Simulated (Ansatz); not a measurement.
## LiNbO3: geometry relaxation (part 1 of 2)

The run: geometry relaxation of LiNbO3 (R-3c, 10 atoms in the cell). Method and program: DFT PBE, scalar-relativistic, plane waves, PAW, no spin polarisation (Ansatz 0.2.0).

The structure derives from an entry of the Crystallography Open Database. Figures and captions count atoms from 1; the log counts them from 0 in places.

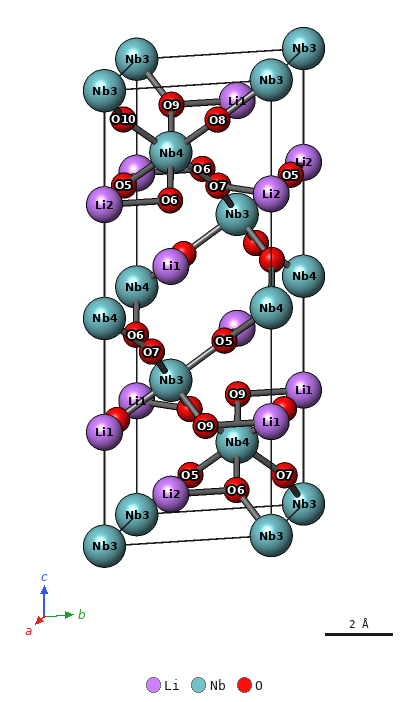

**Figure 1.** The input geometry (ball-and-stick view of the cell 3 times as large as that of the calculation, set on its symmetry axes, seen slightly off an axis; atoms are numbered from 1 in the order of the input).

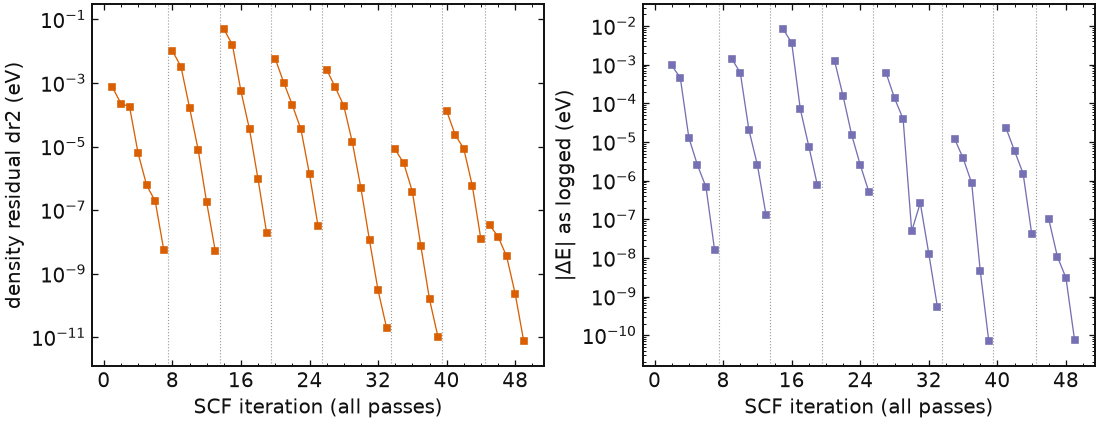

**Figure 2.** Convergence of the self-consistent field: density residual dr2 and size of the energy change against the SCF iteration. The dotted lines part the SCF passes of the relaxation: geometry steps, rejected trials and re-solves on a re-selected basis. The 8 passes take 5 to 8 iterations each, 49 in all.

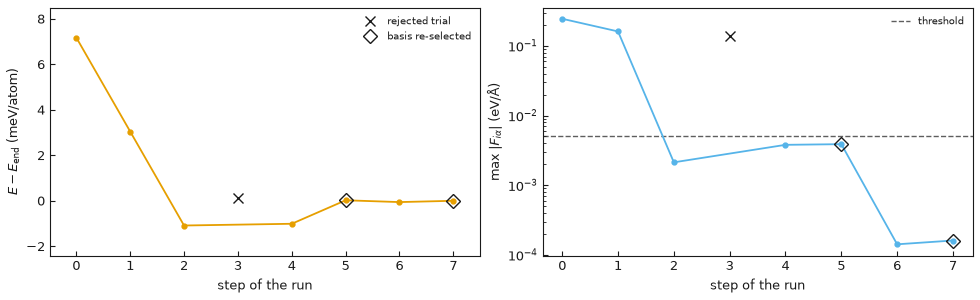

**Figure 3.** Progress of the relaxation, step by step (the first geometry is step 0 here and step 1 in the log).

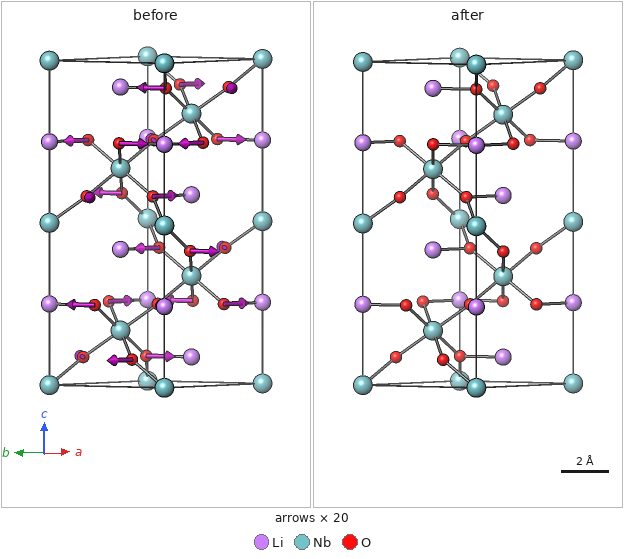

**Figure 4.** Before (left) and after (right) the relaxation, at one scale (ball-and-stick view of the cell 3 times as large as that of the calculation, set on its symmetry axes, seen at an oblique angle). The pink arrows give the displacements (without the part carried along by the change of the cell), magnified 20 times. The energy falls by 7.2 meV per atom in 5 geometry steps. Largest force component: 0.24 eV/Å at the start, 0.00016 eV/Å at the end. The pressure goes from −1.51 to −0.01 GPa. The line search rejected the trial step at point 3 (counted from 0) and went back. The basis was re-selected once at an unchanged geometry, which shifts the energy a little without any move. The largest moves relative to the cell, 0.069 Å, are those of O5, O6, O7, O8, O9 and O10. Nb and Li stay in place. The drawn cell changes as follows: a = b 5.290 → 5.223 Å (−1.3 %), c 13.849 → 13.795 Å (−0.4 %); the volume changes by −2.9 %. Among the contacts that change: Li1–O10 2.082 → 1.987 Å. Among the angles that change: Nb3–O5–Nb4 147.2° → 143.5°. The space group stays R-3c (No. 167). The energy change given includes the shifts at the re-selections in mid-walk, which come without any move. A last SCF at the same geometry on a re-selected plane-wave basis shifts the energy by +0.1 meV per atom. (Atoms are counted from 1 in the order of the input.)

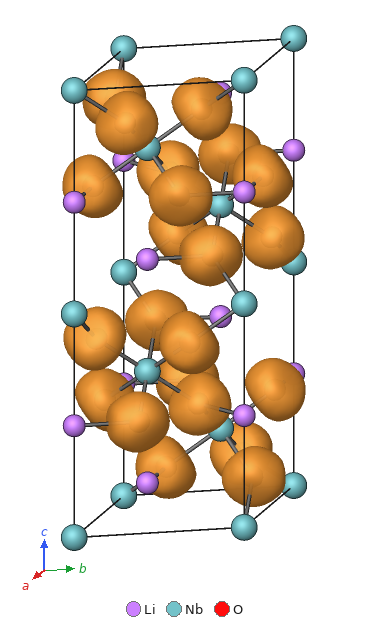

**Figure 5.** Isosurface of the ELF at 0.65 (orange), seen slightly off an axis. Core shells and regions of very low density are left out. Sticks mark near contacts. The outline is the cell set on symmetry axes. Profiles from the grid: Li–O (1.99 Å): the ELF is about 0.60 at the midpoint. Nb–O (2.00 Å): the ELF peaks at about 0.80 in the valence shell of O, 0.6 Å from its nucleus, and drops to about 0.25 between the two atoms. In a PAW calculation such maps are meaningful between the atoms, not at the nuclei.

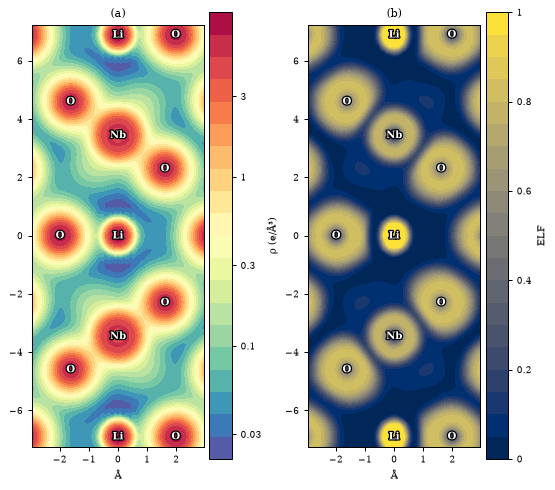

**Figure 6.** (a) valence pseudo-density; (b) ELF on the (100) plane of the conventional cell. Atoms in the plane: Li, Nb and O. Li–O (1.99 Å): the density is about 0.34 e/Å³ at the midpoint; the ELF is about 0.60 at the midpoint. Nb–O (2.00 Å): the density is about 0.87 e/Å³ at the midpoint; the ELF peaks at about 0.80 in the valence shell of O, 0.6 Å from its nucleus, and drops to about 0.25 between the two atoms. Away from the nuclei the density in this plane falls to 0.02 e/Å³ at its lowest. The strong features right at Li and Nb lie inside the PAW spheres (semicore, d or f shells) and say nothing about bonding.

The input that produced these results follows, with the program's output.

Input
```yaml
crystal:
  lattice:
    - [2.6448997443, 1.5270335794, 4.61617]
    - [-2.6448997443, 1.5270335794, 4.61617]
    - [0.0, -3.0540671587, 4.61617]
  atoms:
    - { symbol: Li, position: [0.25, 0.25, 0.25] }
    - { symbol: Li, position: [0.75, 0.75, 0.75] }
    - { symbol: Nb, position: [0.0, 0.0, 0.0] }
    - { symbol: Nb, position: [0.5, 0.5, 0.5] }
    - { symbol: O, position: [0.14355, 0.35645, 0.75] }
    - { symbol: O, position: [0.75, 0.14355, 0.35645] }
    - { symbol: O, position: [0.35645, 0.75, 0.14355] }
    - { symbol: O, position: [0.85645, 0.64355, 0.25] }
    - { symbol: O, position: [0.25, 0.85645, 0.64355] }
    - { symbol: O, position: [0.64355, 0.25, 0.85645] }
basis:
  ecutwfc: 420
kpoints:
  mp_grid: { grid: [6, 6, 6] }
hamiltonian:
  xc: pbe
scf:
  occupations: { method: gaussian, width: 0.02 }
output:
  forces: true
  stress: true
  eigenvalues: true
  write_density: true
  write_potential: true
  elf: true
  volumetric_format: npy
relax:
  adjacent_minimum: "off"
  f_tol: 0.005
  max_steps: 80
  cell: { stress_tol: 0.05 }
```

Launched with:
```bash
ansatz run input.yaml --threads 2 --pin off --max-ram 5120MiB --backend cpu --events-out ev --progress --plain --runs-dir out
```

Log
```
Engine: ansatz 0.2.0, x86_64-unknown-linux-gnu
Pseudopotentials: kind: paw
Pseudopotential: Li, paw, valence charge 3, recommended cutoff 420 eV (normal), Li.paw.azcp
Pseudopotential: Nb, paw, valence charge 13, recommended cutoff 420 eV (normal), Nb.paw.azcp
Pseudopotential: O, paw, valence charge 6, recommended cutoff 420 eV (normal), O.paw.azcp
Functional definition: PBE
  parameter kappa = 0.804
  parameter beta = 0.06672455060314922
  exchange = pbe_x(kappa = kappa, mu = beta*pi^2/3)
  correlation = pbe_c(beta = beta)
Crystal: 10 atoms, lattice volume = 111.864 Å³
Basis set: ecut = 420 eV, 2193 PW (Γ), exchange–correlation on 80×80×80 points (8 copies of the dense FFT grid, shifted against one another)
Bands: 44, of which v1, the nominal top of the filled ones, is band 34 counted from 1 (33 counted from 0)
Symmetry: 12 space group operations
Space group: R-3c (ITA 167), of the structure as read, at distance tolerance 4.8e-5 Å
k-points: 32 of 216
Non-local potential: Li, projectors of the file, l = 0: 3, l = 1: 2, l = 2: 1
Non-local potential: Nb, projectors of the file, l = 0: 3, l = 1: 2, l = 2: 2, l = 3: 1
Non-local potential: O, projectors of the file, l = 0: 2, l = 1: 2, l = 2: 1
PAW form: soft (Blöchl's): semilocal exchange-correlation on the pseudo side does not see the compensation charge
PAW one-centre angular grid: Li, 110 points (default); XC on 64 Gauss nodes
PAW one-centre angular grid: Nb, 590 points (default); XC on 64 Gauss nodes
PAW one-centre angular grid: O, 110 points (default); XC on 64 Gauss nodes
Initial density: superposition of atomic densities (neutral atoms: chi_scale 0, normalization atom), corrected by the library's trained network
Initial wavefunctions: pseudopotential atomic-orbital guess
Functional: x = pbe(κ = 0.804, μ = 0.2195149727645171), c = pbe(β = 0.06672455060314922)
SCF iter   1: F=—  HF=-12929.109612 eV  |F-HF|=—  |Δ(HF+E_count)|=         —  Δρ=1.27e-3  dr2=7.42e-4  ethr=1.77e-3  ⟨swp⟩=6.6  Hψ=5619  notcnv=0  defer=2
preconditioner: auto → Resta (q_TF=auto, 2.511 Å⁻¹)  ε∞=5.6  [insulator: Δε(μ)=2.411 eV  Ē_g=11.377 eV  σ=0.020 eV  W_gap=1.00  n_scr=26 (ndim 8)  ℏωp=24.3 eV  f_vac=0.014  D(μ)=0.00/eV (n_scr^D=0)  ε∞_Penn≈5.6]
SCF iter   2: F=—  HF=-12929.110568 eV  |F-HF|=—  |Δ(HF+E_count)|=   9.55e-4  Δρ=6.87e-4  dr2=2.26e-4  ethr=1.09e-6  ⟨swp⟩=2.1  Hψ=2728  notcnv=0  defer=75
SCF iter   3: F=—  HF=-12929.111028 eV  |F-HF|=—  |Δ(HF+E_count)|=   4.60e-4  Δρ=3.96e-4  dr2=1.81e-4  ethr=3.32e-7  ⟨swp⟩=2.0  Hψ=2410  notcnv=0  defer=75
SCF iter   4: F=—  HF=-12929.111015 eV  |F-HF|=—  |Δ(HF+E_count)|=   1.29e-5  Δρ=7.30e-5  dr2=6.14e-6  ethr=2.66e-7  ⟨swp⟩=2.2  Hψ=1806  notcnv=0  defer=75
SCF iter   5: F=—  HF=-12929.111017 eV  |F-HF|=—  |Δ(HF+E_count)|=   2.54e-6  Δρ=2.32e-5  dr2=6.06e-7  ethr=9.04e-9  ⟨swp⟩=2.0  Hψ=1872  notcnv=0  defer=75
SCF iter   6: F=—  HF=-12929.111018 eV  |F-HF|=—  |Δ(HF+E_count)|=   6.81e-7  Δρ=1.14e-5  dr2=1.90e-7  ethr=8.91e-10  ⟨swp⟩=2.0  Hψ=1943  notcnv=0  defer=75
SCF iter   7: F=-12929.111018 eV  HF=-12929.111018 eV  |F-HF|=1.26e-10  |Δ(HF+E_count)|=   1.62e-8  Δρ=2.13e-6  dr2=5.44e-9  ethr=1.47e-10  ⟨swp⟩=12.3  Hψ=8270  notcnv=0
SCF 1 converged in 7 iterations: F = -12929.111018 eV  dr2 = 5.44e-9
  greatest PAW one-centre occupation: 1.000 electrons in one spin orbital (limit 2), on the Li atom at site 1 (counted from 0), in its partial waves of l = 0
relax step   1: F+E_penalty+E_count = -12929.11101815 eV  Δ(F+E_penalty+E_count) = +0.000e0 eV  max|allowed force component| = 2.443e-1 eV/Å  Δτ_max = 0.0000 Å  P = -1.511 GPa  Ω = 111.864 Å³  (7 SCF iters, dr2 threshold 1.00e-7 eV, accepted)
Crystal: 10 atoms, lattice volume = 110.385 Å³
Basis set: ecut = 420 eV, 2169 PW (Γ), exchange–correlation on 80×80×80 points (8 copies of the dense FFT grid, shifted against one another)
Initial density: handed on by an earlier stage of this run
Initial wavefunctions: those handed on with the density
iter 1 solved again at ethr=1.49e-5 eV; its pass at ethr=3.10e-3 eV (dr2=1.01e-2 eV) is discarded
SCF iter   1: F=—  HF=-12929.154389 eV  |F-HF|=—  |Δ(HF+E_count)|=         —  Δρ=2.90e-3  dr2=1.03e-2  ethr=1.49e-5  ⟨swp⟩=3.2  Hψ=7678  notcnv=0
preconditioner: auto → Resta (q_TF=auto, 2.517 Å⁻¹)  ε∞=5.6  [insulator: Δε(μ)=2.510 eV  Ē_g=11.437 eV  σ=0.020 eV  W_gap=1.00  n_scr=26 (ndim 8)  ℏωp=24.5 eV  f_vac=0.010  D(μ)=0.00/eV (n_scr^D=0)  ε∞_Penn≈5.6]
SCF iter   2: F=—  HF=-12929.152958 eV  |F-HF|=—  |Δ(HF+E_count)|=   1.43e-3  Δρ=1.55e-3  dr2=3.28e-3  ethr=1.49e-5  ⟨swp⟩=1.0  Hψ=1408  notcnv=0
SCF iter   3: F=—  HF=-12929.152336 eV  |F-HF|=—  |Δ(HF+E_count)|=   6.22e-4  Δρ=3.31e-4  dr2=1.69e-4  ethr=4.82e-6  ⟨swp⟩=2.2  Hψ=2002  notcnv=0
SCF iter   4: F=—  HF=-12929.152315 eV  |F-HF|=—  |Δ(HF+E_count)|=   2.08e-5  Δρ=8.34e-5  dr2=8.10e-6  ethr=2.49e-7  ⟨swp⟩=2.8  Hψ=2189  notcnv=0
iter 5 did not close the SCF: its close was put off for the readings that it lacked (scf_convergence_deferred on its scf_iter line)
SCF iter   5: F=-12929.152318 eV  HF=-12929.152318 eV  |F-HF|=1.08e-7  |Δ(HF+E_count)|=   2.53e-6  Δρ=1.27e-5  dr2=1.75e-7  ethr=1.19e-8  ⟨swp⟩=2.0  Hψ=2353  notcnv=0
SCF iter   6: F=-12929.152318 eV  HF=-12929.152318 eV  |F-HF|=8.04e-9  |Δ(HF+E_count)|=   1.32e-7  Δρ=2.66e-6  dr2=5.28e-9  ethr=2.58e-10  ⟨swp⟩=6.5  Hψ=8148  notcnv=0
the search or the solves at the SCF's close seem to have found levels that the self-consistency loop had missed (the run counts 1). By its estimate they hold under 1e-12 electrons; where the run keeps them, the occupations were computed again with them
SCF 2 converged in 6 iterations: F = -12929.152318 eV  dr2 = 5.28e-9
relax step   2: F+E_penalty+E_count = -12929.15231788 eV  Δ(F+E_penalty+E_count) = -4.130e-2 eV  max|allowed force component| = 1.608e-1 eV/Å  Δτ_max = 0.0263 Å  P = -0.505 GPa  Ω = 110.385 Å³  energy of the carried Pulay correction = +5.724e-3 eV  (6 SCF iters, dr2 threshold 1.00e-6 eV, accepted)
Crystal: 10 atoms, lattice volume = 108.069 Å³
Basis set: ecut = 420 eV, 2121 PW (Γ), exchange–correlation on 80×80×80 points (8 copies of the dense FFT grid, shifted against one another)
iter 1 solved again at ethr=7.26e-5 eV; its pass at ethr=3.10e-3 eV (dr2=4.94e-2 eV) is discarded
SCF iter   1: F=—  HF=-12929.205725 eV  |F-HF|=—  |Δ(HF+E_count)|=         —  Δρ=5.92e-3  dr2=4.97e-2  ethr=7.26e-5  ⟨swp⟩=2.3  Hψ=6434  notcnv=0
preconditioner: auto → Resta (q_TF=auto, 2.526 Å⁻¹)  ε∞=5.6  [insulator: Δε(μ)=2.617 eV  Ē_g=11.498 eV  σ=0.020 eV  W_gap=1.00  n_scr=26 (ndim 8)  ℏωp=24.7 eV  f_vac=0.009  D(μ)=0.00/eV (n_scr^D=0)  ε∞_Penn≈5.6]
SCF iter   2: F=—  HF=-12929.197389 eV  |F-HF|=—  |Δ(HF+E_count)|=   8.34e-3  Δρ=3.20e-3  dr2=1.61e-2  ethr=7.26e-5  ⟨swp⟩=2.0  Hψ=1635  notcnv=0
SCF iter   3: F=—  HF=-12929.193713 eV  |F-HF|=—  |Δ(HF+E_count)|=   3.68e-3  Δρ=5.92e-4  dr2=5.52e-4  ethr=2.37e-5  ⟨swp⟩=2.8  Hψ=2249  notcnv=0
SCF iter   4: F=—  HF=-12929.193641 eV  |F-HF|=—  |Δ(HF+E_count)|=   7.17e-5  Δρ=1.66e-4  dr2=3.46e-5  ethr=8.12e-7  ⟨swp⟩=2.7  Hψ=2374  notcnv=0
iter 5 did not close the SCF: its close was put off for the readings that it lacked (scf_convergence_deferred on its scf_iter line)
SCF iter   5: F=-12929.193649 eV  HF=-12929.193649 eV  |F-HF|=6.64e-7  |Δ(HF+E_count)|=   7.65e-6  Δρ=3.04e-5  dr2=9.25e-7  ethr=5.08e-8  ⟨swp⟩=2.0  Hψ=2311  notcnv=0
SCF iter   6: F=-12929.193649 eV  HF=-12929.193649 eV  |F-HF|=4.21e-8  |Δ(HF+E_count)|=   7.58e-7  Δρ=5.32e-6  dr2=1.89e-8  ethr=1.36e-9  ⟨swp⟩=7.1  Hψ=8977  notcnv=0
the search or the solves at the SCF's close seem to have found levels that the self-consistency loop had missed (the run counts 1). By its estimate they hold under 1e-12 electrons; where the run keeps them, the occupations were computed again with them
SCF 3 converged in 6 iterations: F = -12929.193649 eV  dr2 = 1.89e-8
relax step   3: F+E_penalty+E_count = -12929.19364948 eV  Δ(F+E_penalty+E_count) = -4.133e-2 eV  max|allowed force component| = 2.130e-3 eV/Å  Δτ_max = 0.0482 Å  P = +0.994 GPa  Ω = 108.069 Å³  energy of the carried Pulay correction = +1.484e-2 eV  (6 SCF iters, dr2 threshold 1.00e-6 eV, accepted)
Crystal: 10 atoms, lattice volume = 109.398 Å³
Basis set: ecut = 420 eV, 2145 PW (Γ), exchange–correlation on 80×80×80 points (8 copies of the dense FFT grid, shifted against one another)
iter 1 solved again at ethr=8.42e-6 eV; its pass at ethr=3.10e-3 eV (dr2=5.73e-3 eV) is discarded
SCF iter   1: F=—  HF=-12929.182897 eV  |F-HF|=—  |Δ(HF+E_count)|=         —  Δρ=2.65e-3  dr2=5.80e-3  ethr=8.42e-6  ⟨swp⟩=2.5  Hψ=5972  notcnv=0
preconditioner: auto → Resta (q_TF=auto, 2.520 Å⁻¹)  ε∞=5.7  [insulator: Δε(μ)=2.467 eV  Ē_g=11.305 eV  σ=0.020 eV  W_gap=1.00  n_scr=26 (ndim 8)  ℏωp=24.6 eV  f_vac=0.012  D(μ)=0.00/eV (n_scr^D=0)  ε∞_Penn≈5.7]
SCF iter   2: F=—  HF=-12929.181630 eV  |F-HF|=—  |Δ(HF+E_count)|=   1.27e-3  Δρ=9.80e-4  dr2=1.02e-3  ethr=8.42e-6  ⟨swp⟩=2.1  Hψ=2395  notcnv=0
SCF iter   3: F=—  HF=-12929.181479 eV  |F-HF|=—  |Δ(HF+E_count)|=   1.52e-4  Δρ=4.70e-4  dr2=2.01e-4  ethr=1.51e-6  ⟨swp⟩=2.0  Hψ=1460  notcnv=0
SCF iter   4: F=—  HF=-12929.181464 eV  |F-HF|=—  |Δ(HF+E_count)|=   1.52e-5  Δρ=1.83e-4  dr2=3.50e-5  ethr=2.96e-7  ⟨swp⟩=2.0  Hψ=2164  notcnv=0
SCF iter   5: F=—  HF=-12929.181466 eV  |F-HF|=—  |Δ(HF+E_count)|=   2.55e-6  Δρ=3.18e-5  dr2=1.33e-6  ethr=5.14e-8  ⟨swp⟩=2.0  Hψ=1936  notcnv=0
SCF iter   6: F=-12929.181467 eV  HF=-12929.181467 eV  |F-HF|=1.06e-8  |Δ(HF+E_count)|=   5.15e-7  Δρ=4.12e-6  dr2=3.08e-8  ethr=1.47e-9  ⟨swp⟩=10.1  Hψ=8877  notcnv=0
SCF 4 converged in 6 iterations: F = -12929.181467 eV  dr2 = 3.08e-8
relax step   4: F+E_penalty+E_count = -12929.18146675 eV  Δ(F+E_penalty+E_count) = +1.218e-2 eV  max|allowed force component| = 1.370e-1 eV/Å  Δτ_max = 0.0054 Å  P = -1.941 GPa  Ω = 109.398 Å³  energy of the carried Pulay correction = +9.585e-3 eV  (6 SCF iters, dr2 threshold 1.00e-6 eV, rejected (line search))
Crystal: 10 atoms, lattice volume = 108.805 Å³
Basis set: ecut = 420 eV, 2133 PW (Γ), exchange–correlation on 80×80×80 points (8 copies of the dense FFT grid, shifted against one another)
iter 1 solved again at ethr=4.44e-6 eV; its pass at ethr=3.10e-3 eV (dr2=3.02e-3 eV) is discarded
SCF iter   1: F=—  HF=-12929.193681 eV  |F-HF|=—  |Δ(HF+E_count)|=         —  Δρ=1.68e-3  dr2=2.63e-3  ethr=4.44e-6  ⟨swp⟩=2.4  Hψ=6073  notcnv=0
preconditioner: auto → Resta (q_TF=auto, 2.523 Å⁻¹)  ε∞=5.7  [insulator: Δε(μ)=2.500 eV  Ē_g=11.407 eV  σ=0.020 eV  W_gap=1.00  n_scr=26 (ndim 8)  ℏωp=24.7 eV  f_vac=0.011  D(μ)=0.00/eV (n_scr^D=0)  ε∞_Penn≈5.7]
SCF iter   2: F=—  HF=-12929.193061 eV  |F-HF|=—  |Δ(HF+E_count)|=   6.20e-4  Δρ=7.09e-4  dr2=7.42e-4  ethr=3.86e-6  ⟨swp⟩=2.0  Hψ=1981  notcnv=0
SCF iter   3: F=—  HF=-12929.192925 eV  |F-HF|=—  |Δ(HF+E_count)|=   1.36e-4  Δρ=4.07e-4  dr2=1.91e-4  ethr=1.09e-6  ⟨swp⟩=2.9  Hψ=2157  notcnv=0
SCF iter   4: F=—  HF=-12929.192886 eV  |F-HF|=—  |Δ(HF+E_count)|=   3.94e-5  Δρ=1.10e-4  dr2=1.35e-5  ethr=2.81e-7  ⟨swp⟩=2.0  Hψ=1983  notcnv=0
SCF iter   5: F=—  HF=-12929.192886 eV  |F-HF|=—  |Δ(HF+E_count)|=   4.92e-8  Δρ=2.01e-5  dr2=4.89e-7  ethr=1.98e-8  ⟨swp⟩=2.9  Hψ=2537  notcnv=0
SCF iter   6: F=—  HF=-12929.192886 eV  |F-HF|=—  |Δ(HF+E_count)|=   2.66e-7  Δρ=3.63e-6  dr2=1.12e-8  ethr=7.20e-10  ⟨swp⟩=2.0  Hψ=2394  notcnv=0
SCF iter   7: F=—  HF=-12929.192886 eV  |F-HF|=—  |Δ(HF+E_count)|=   1.27e-8  Δρ=5.87e-7  dr2=2.99e-10  ethr=1.65e-11  ⟨swp⟩=2.0  Hψ=2431  notcnv=0
SCF iter   8: F=-12929.192886 eV  HF=-12929.192886 eV  |F-HF|=3.27e-11  |Δ(HF+E_count)|=  5.42e-10  Δρ=1.40e-7  dr2=1.95e-11  ethr=1.00e-12  ⟨swp⟩=6.7  Hψ=6232  notcnv=0
SCF 5 converged in 8 iterations: F = -12929.192886 eV  dr2 = 1.95e-11
```
